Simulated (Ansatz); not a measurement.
**Geometry relaxation of Ag5O (part 2 of 2)**

The same run, continued: Ag5O (slab, 6 atoms in the cell); DFT r2SCAN, scalar-relativistic, plane waves, PAW, no spin polarisation (Ansatz 0.2.0); cutoff 500 eV, 12×12×1 k-mesh, Gaussian smearing of 0.1 eV. The structure derives from an entry of the Crystallography Open Database. The input holds or restrains some coordinates. Forces given for the steps count only the free coordinates. It belongs to a series of runs on one base structure; here: O put at a top Ag site.

Geometry of the input (Å; fractional positions):
```
2.9037  0.0000  0.0000
-1.4518  2.5147  0.0000
0.0000  0.0000  28.4957
Ag 0.6667  0.3333  0.2983
Ag 0.3333  0.6667  0.3816
Ag 0.6667  0.3333  0.4642
Ag 0.3333  0.6667  0.5467
Ag 0.6667  0.3333  0.6303
O  0.6667  0.3333  0.7047
```

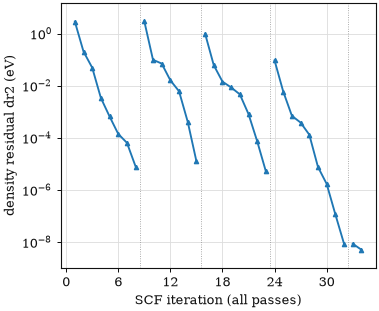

**Figure 1.** Convergence of the self-consistent field: density residual dr2 against the SCF iteration. Dotted lines part the SCF passes that the log prints in full.

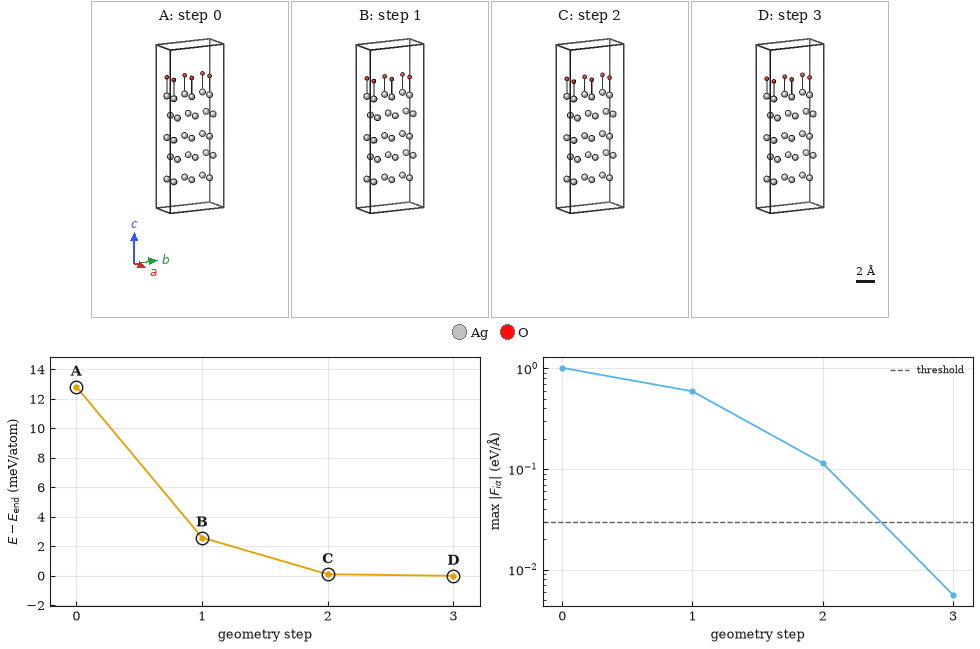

**Figure 2.** Frames of the restrained relaxation (ball-and-stick view of the 2 × 3 repeat of the cell, with the vacuum cut short, seen slightly off an axis) above the curves, on which the letters mark them (the first geometry is step 0 here and step 1 in the log).

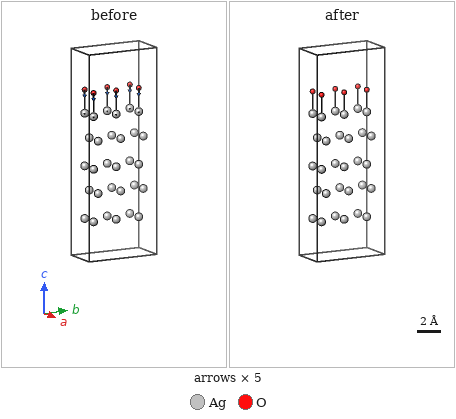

**Figure 3.** Before (left) and after (right) the restrained relaxation, at one scale (ball-and-stick view of the 2 × 3 repeat of the cell, with the vacuum cut short, seen slightly off an axis). The blue arrows give the displacements, magnified 5 times. Over 3 geometry steps the energy falls by 12.8 meV per atom. The largest force component goes from 1 to 0.0056 eV/Å. The largest move is that of O6, 0.16 Å. By element the largest moves are O 0.16 Å, Ag 0.03 Å. The lattice vectors keep their values. Distances before and after: Ag5–O6 2.120 → 1.988 Å. (Atoms are counted from 1 in the order of the input.)

```
WARN: The output density's exchange-correlation potential varies sharply where the density is thin. Do not read a vacuum level from v_tot or v_xc, or from such a field of the output density. On a cell that repeats whose density bears no net charge and no dipole along the vacuum's axis use v_es (v_loc + v_h of the components); under efield.dipole_correction with no amplitude use v_es + v_field, which holds any external_charges[].barrier, or the levels of the report's work_function block, which leave it out; under a non-zero efield.amplitude the vacuum is tilted and has no level; on a cell that repeats and bears such a dipole with no correction it is tilted too, and efield.dipole_correction with no amplitude gives each side of its ramp a level where efield: is served; in a cell that repeats whose density bears a net charge (total_charge, or a fill off its count) it is curved and has none; of a slab under crystal.periodic whose density bears no net charge use v_es, which has a level on each side, short of where the two are joined; of another it falls or rises all the way out and has none; of a slab beside external_charges read slab_vacuum_level instead, which it has where they leave it neutral. The grid or the basis barely resolves most such structure, and the values can differ between equally converged runs; as a rule a tighter scf.convergence.dr2_threshold does not remove it. Where the density itself ripples (under the LDA too) a higher basis.ecutwfc lessens it. The files hold the spikes' plane waves up to the density's cutoff. Files: v_tot_of_output_density and the like, and their columns of v_z.tsv (output.write_potential); v_xc_of_output_density and the like, and their columns of v_comp_z.tsv (output.write_potential_components). Measured: with its Gaussian average of σ = 0.25 Å subtracted twice, the exchange-correlation potential is over 0.1 eV at 7976 of the grid points where the equally averaged density (valence and model cores) is under 1e-3 e/Å³, and 0.791 eV at the most among them, at an averaged density of 4.6e-9 e/Å³. The input density's (outcome.potential() and, of a run that writes arrays, v_tot and v_xc) is over 0.1 eV, so measured, at 122 points of its own thin density, 0.349 eV at the most. See output.write_potential in the manual, Limitations
SCF converged after 2 iterations
Free energy (F): -38582.460894 eV
Harris-Foulkes:  -38582.460894 eV  (|F-HF|=2.21e-9)
Internal energy: -38582.425173 eV  (E = F + TS)
E sigma→0 (E₀):  -38582.443034 eV
Entropy (-TS):   -0.035721 eV (-5.954 meV/atom)
Fermi energy:    3.296447 eV
Dipole field:    D = -0.191509 V/Å  (p = -0.220211 e·Å, saw-weighted, corrected)
Work function:   Φ+ = 9.7189 eV   Φ− = 4.2617 eV
Levels:          The Fermi level and band energies are counted from a zero that moves with the ramp; work functions are not
--- Per-component energies (eV) ---
  E_band       = -2616.976272
  E_kinetic    = 2806.393215
  E_local      = -200290.469283  (includes V_loc(G=0)·N_el)
  E_nonlocal   = 454.876088
  E_hartree    = 98953.962814
  E_xc         = -960.783713
  E_vxc        = -1414.431972  (∫ρ·V_xc dr)
  E_paw        = -19769.557441  (= ΣΔE_a)
  E_vpaw       = -2170.345520  (= ΣTr[D̂ρ^β])
  E_aug_tail   = 0.001231  (compensation charges beyond the density's cutoff)
  E_vtau       = 102.053290  (kinetic-family band-sum trace: ∫τ·v_τ [+ j·A + Jᵃ·Aᵃ] dr)
  E_efield     = 0.021086  (sawtooth field / dipole correction)
  E_vefield    = -12.959567  (∫n·V_field dr)
  E_ewald      = 80225.709324
  E_core_change = -2.578495  (= ΣΔE_core)
  E_smearing   = -0.035721  (= −TS)
  E_closure    = 0.000000  (closes the sum)
  Σ components = -38582.460894   (vs F -38582.460894, Δ=0.00e0)
--- Forces (eV/Å), atoms counted from 1 ---
  atom   1  Ag     0.00000000    -0.00000000     0.04671609
  atom   2  Ag     0.00000000     0.00000000    -0.04749630
  atom   3  Ag     0.00000000     0.00000000     0.00088739
  atom   4  Ag     0.00000000     0.00000000    -0.00277132
  atom   5  Ag    -0.00000000    -0.00000000    -0.00294885
  atom   6  O      0.00000000     0.00000000     0.00562028
  max |Σ_I F_I| component: 7.29e-6 eV/Å
--- Band table (eV; the first three rows and the last of 19) ---
  k-point 0: bands = ["-91.4160", "-91.4113", "-91.3665", "-91.2720", "-90.9988", "-54.0842", "-54.0422", "-53.9674", "-53.9674", "-53.9632", "-53.9632", "-53.9590", "-53.9139", "-53.9139", "-53.8642", "-53.8387", "-53.8387", "-53.6318", "-53.5228", "-53.5228", "-14.3020", "-4.3441", "-3.6327", "-3.3642", "-3.1560", "-2.8057", "-1.8774", "-1.8682", "-1.8401", "-1.8401", "-1.8309", "-1.8309", "-1.6932", "-1.6932", "-1.5680", "-1.5680", "-1.2902", "-1.2902", "-1.2519", "-1.0178", "-1.0178", "-0.7100", "-0.7100", "-0.4218", "-0.4218", "-0.2422", "-0.2422", "-0.1368", "-0.1368", "0.2058", "1.7926", "3.1438", "3.7391", "3.7391", "7.2693", "7.8313", "8.9815", "10.1552", "11.6774", "12.9069", "13.5590"]
  k-point 1: bands = ["-91.4152", "-91.4105", "-91.3658", "-91.2712", "-90.9981", "-54.0816", "-54.0415", "-53.9770", "-53.9736", "-53.9696", "-53.9654", "-53.9559", "-53.9217", "-53.9158", "-53.8637", "-53.8467", "-53.8407", "-53.6311", "-53.5307", "-53.5248", "-14.2652", "-4.1527", "-3.4538", "-3.2469", "-3.0134", "-2.6773", "-1.9688", "-1.9156", "-1.8810", "-1.8561", "-1.7533", "-1.7428", "-1.7158", "-1.6210", "-1.6037", "-1.4821", "-1.4138", "-1.3072", "-1.2428", "-1.0607", "-1.0220", "-0.7260", "-0.7094", "-0.6506", "-0.4334", "-0.3971", "-0.2347", "-0.2173", "-0.1250", "0.6059", "2.0695", "3.4949", "3.6077", "3.7099", "7.3712", "7.9718", "9.1382", "10.3228", "11.8476", "13.0750", "13.7193"]
  k-point 2: bands = ["-91.4131", "-91.4084", "-91.3639", "-91.2692", "-90.9961", "-54.0744", "-54.0404", "-54.0006", "-53.9963", "-53.9755", "-53.9712", "-53.9557", "-53.9422", "-53.9211", "-53.8690", "-53.8617", "-53.8463", "-53.6291", "-53.5524", "-53.5304", "-14.1630", "-3.6431", "-3.0367", "-2.9834", "-2.7045", "-2.4103", "-2.1362", "-2.0683", "-1.9885", "-1.9272", "-1.7742", "-1.7043", "-1.5486", "-1.5172", "-1.5027", "-1.4288", "-1.3570", "-1.3105", "-1.2285", "-1.1448", "-0.9797", "-0.9168", "-0.8136", "-0.6981", "-0.5255", "-0.4575", "-0.2248", "-0.0948", "0.0502", "1.1947", "2.6745", "3.2195", "3.6309", "4.4338", "7.6609", "8.4214", "9.6063", "10.8150", "12.3491", "13.5716", "14.1854"]
  k-point 18: bands = ["-91.4031", "-91.3982", "-91.3549", "-91.2595", "-90.9866", "-54.0658", "-54.0562", "-54.0523", "-54.0502", "-54.0483", "-54.0221", "-53.9957", "-53.9776", "-53.9691", "-53.9239", "-53.9200", "-53.8554", "-53.6198", "-53.6066", "-53.6058", "-13.6375", "-2.8729", "-2.6028", "-2.5796", "-2.4778", "-2.4213", "-2.2509", "-2.1925", "-2.1039", "-2.0174", "-1.7624", "-1.7119", "-1.5896", "-1.4619", "-1.4560", "-1.2493", "-1.1751", "-1.0982", "-0.9933", "-0.7296", "-0.7011", "-0.4150", "-0.3559", "-0.2302", "-0.2028", "-0.1286", "2.2414", "2.2689", "3.2655", "6.6331", "6.7077", "6.8730", "7.1043", "7.5622", "7.8849", "8.3468", "9.2062", "9.2248", "10.5196", "10.6361", "10.7225"]
--- Relaxed structure (4 steps of the walk, 4 accepted, 0 SCFs on fresh bases) ---
  F+E_penalty+E_count = -38582.46089445 eV   max|allowed force component| = 5.622e-3 eV/Å
  atoms:
    - { symbol: Ag, position: [0.6666666666666667, 0.3333333333333333, 0.2982906961] }
    - { symbol: Ag, position: [0.3333333333333333, 0.6666666666666666, 0.38159883659999994] }
    - { symbol: Ag, position: [0.6666666666666667, 0.3333333333333333, 0.4638219588761923] }
    - { symbol: Ag, position: [0.3333333333333333, 0.6666666666666666, 0.5468872857492322] }
    - { symbol: Ag, position: [0.6666666666666667, 0.3333333333333333, 0.6291342140921422] }
    - { symbol: O, position: [0.6666666666666667, 0.3333333333333333, 0.6989110643125813] }
```

Trajectory as extended XYZ (Å, eV, eV/Å), 4 frames, from step=1 to step=4
```
6
Lattice="2.9037 0.0000 0.0000 -1.4518 2.5147 0.0000 0.0000 0.0000 28.4957" Properties=species:S:1:pos:R:3:forces:R:3 step=1 energy=-38582.38393
Ag    1.4518    0.8382    8.5000    0.0000   0.0000   0.0400
Ag    0.0000    1.6764   10.8739    0.0000   0.0000  -0.0200
Ag    1.4518    0.8382   13.2270    0.0000   0.0000  -0.0647
Ag    0.0000    1.6764   15.5800    0.0000   0.0000   0.1714
Ag    1.4518    0.8382   17.9608    0.0000   0.0000   0.8889
O     1.4518    0.8382   20.0808    0.0000   0.0000  -1.0140
6
Lattice="2.9037 0.0000 0.0000 -1.4518 2.5147 0.0000 0.0000 0.0000 28.4957" Properties=species:S:1:pos:R:3:forces:R:3 step=2 energy=-38582.44532
Ag    1.4518    0.8382    8.5000    0.0000   0.0000   0.0460
Ag    0.0000    1.6764   10.8739    0.0000   0.0000  -0.0226
Ag    1.4518    0.8382   13.2239    0.0000   0.0000   0.0357
Ag    0.0000    1.6764   15.6145    0.0000   0.0000  -0.1901
Ag    1.4518    0.8382   17.9176    0.0000   0.0000   0.5922
O     1.4518    0.8382   19.9571    0.0000   0.0000  -0.4640
6
Lattice="2.9037 0.0000 0.0000 -1.4518 2.5147 0.0000 0.0000 0.0000 28.4957" Properties=species:S:1:pos:R:3:forces:R:3 step=3 energy=-38582.46025
Ag    1.4518    0.8382    8.5000    0.0000   0.0000   0.0462
Ag    0.0000    1.6764   10.8739    0.0000   0.0000  -0.0574
Ag    1.4518    0.8382   13.2137    0.0000   0.0000  -0.0012
Ag    0.0000    1.6764   15.5766    0.0000   0.0000   0.0029
Ag    1.4518    0.8382   17.9193    0.0000   0.0000  -0.1049
O     1.4518    0.8382   19.8977    0.0000   0.0000   0.1142
6
Lattice="2.9037 0.0000 0.0000 -1.4518 2.5147 0.0000 0.0000 0.0000 28.4957" Properties=species:S:1:pos:R:3:forces:R:3 step=4 energy=-38582.46089
Ag    1.4518    0.8382    8.5000    0.0000   0.0000   0.0467
Ag    0.0000    1.6764   10.8739    0.0000   0.0000  -0.0475
Ag    1.4518    0.8382   13.2169    0.0000   0.0000   0.0009
Ag    0.0000    1.6764   15.5839    0.0000   0.0000  -0.0028
Ag    1.4518    0.8382   17.9276    0.0000   0.0000  -0.0030
O     1.4518    0.8382   19.9160    0.0000   0.0000   0.0056
```

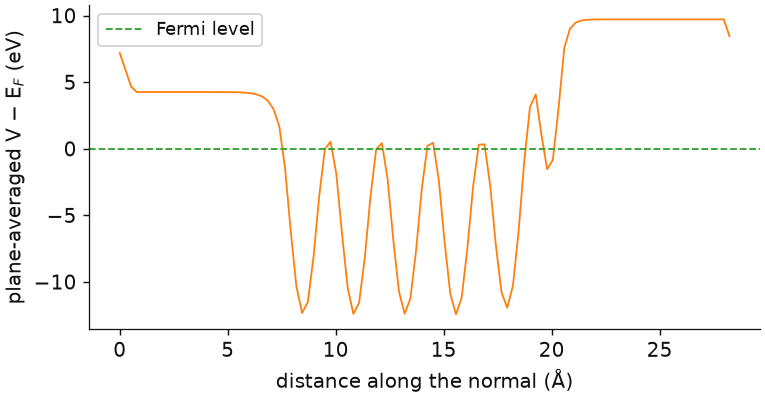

**Figure 4.** Plane average of the electrostatic potential energy of an electron across the cell, from the Fermi level. The vacuum level lies 9.72 eV above the Fermi level on the upper side and 4.26 eV on the lower.

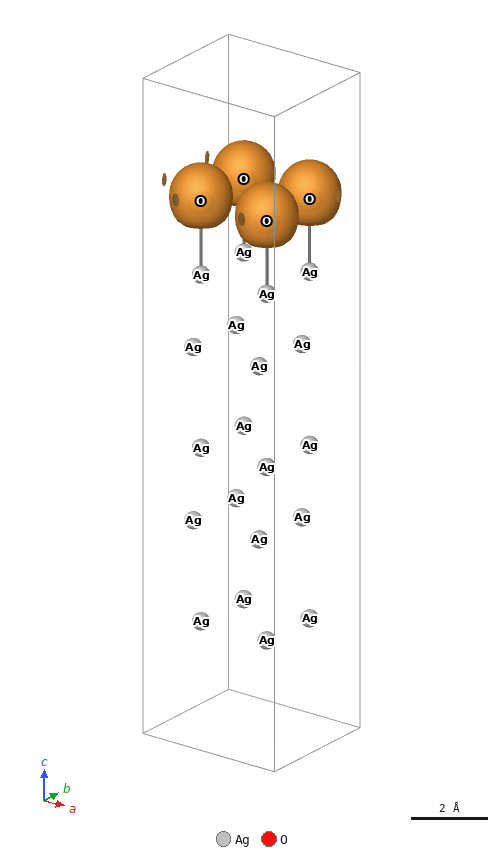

**Figure 5.** Isosurface of the electron localisation function at 0.7 (orange), seen slightly off an axis. Only the valence region is drawn (cores and ρ < 0.01 e/Å³ removed). Sticks mark near contacts. Along the contacts the grid gives the following. Ag–O (1.99 Å): the ELF peaks at about 0.85 in the valence shell of O, 0.6 Å from its nucleus, and drops to about 0.15 between the two atoms (no shared pair; the contact is polar). In a PAW calculation such maps are meaningful between the atoms, not at the nuclei.

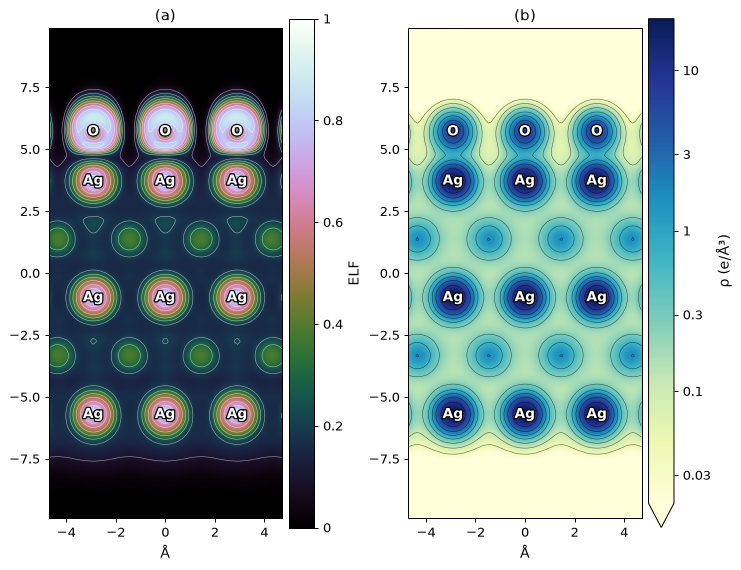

**Figure 6.** (a) electron localisation function; (b) valence electron density on the (11̄0) plane of the calculation cell, a cut from vacuum to vacuum. Atoms in the plane: Ag and O. Ag–O (1.99 Å): the density is about 0.84 e/Å³ at the midpoint; the ELF peaks at about 0.85 in the valence shell of O, 0.6 Å from its nucleus, and drops to about 0.15 between the two atoms (no shared pair; the contact is polar). The density dies away to nearly zero in the vacuum. The strong features right at Ag lie inside the PAW spheres (semicore, d or f shells) and say nothing about bonding.
